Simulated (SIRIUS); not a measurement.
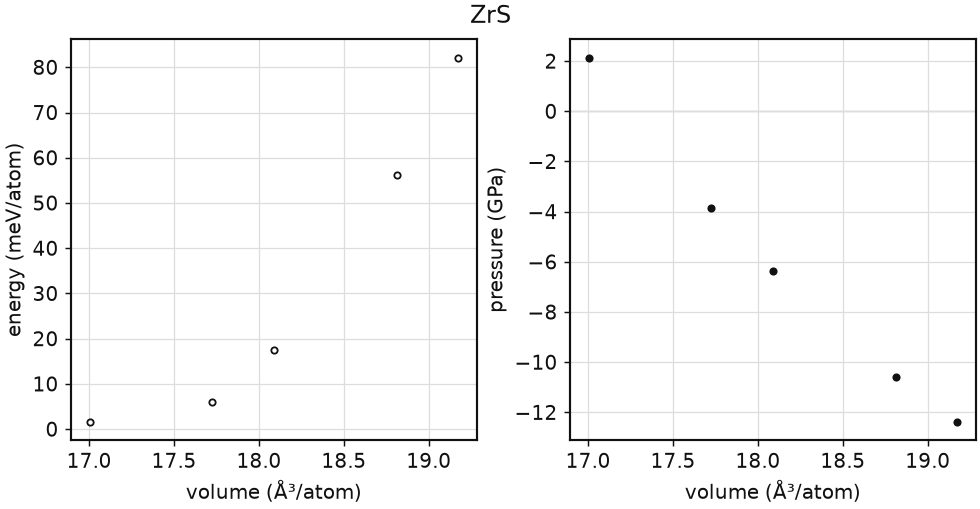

The picture above shows the energy and pressure against volume for ZrS, space group Fm-3m (No. 225).

Structure:
```
CELL_PARAMETERS angstrom
0.00000 2.62500 2.62500
2.62500 0.00000 2.62500
2.62500 2.62500 0.00000
ATOMIC_POSITIONS crystal
Zr 0.00000 0.00000 0.00000
S 0.50000 0.50000 0.50000
```

Method: plane-wave DFT, no spin polarisation; energies at scaled volumes of the given cell, shape and fractions fixed, counted from the fit's minimum, third-order Birch-Murnaghan fit (SIRIUS 7.10.0). Level: PBEsol.

```json
{"setting": "k mesh", "value": "9×9×9"}
{"setting": "occupations", "value": "Fermi–Dirac"}
{"setting": "smearing width", "value": "0.05 eV"}
{"setting": "potentials", "value": "dojo sr pbesol 0.4.1 standard"}
{"setting": "wave cutoff", "value": "914.8 eV"}
{"setting": "density cutoff", "value": "3659 eV"}
```

The points at volume 17.36 Å³/atom and 18.45 Å³/atom are left out of the plot. What values does the calculation give there?

```csv
volume (Å³/atom),energy (meV/atom),pressure (GPa)
17.36,0.39,-1.03
18.45,34.44,-8.61
```
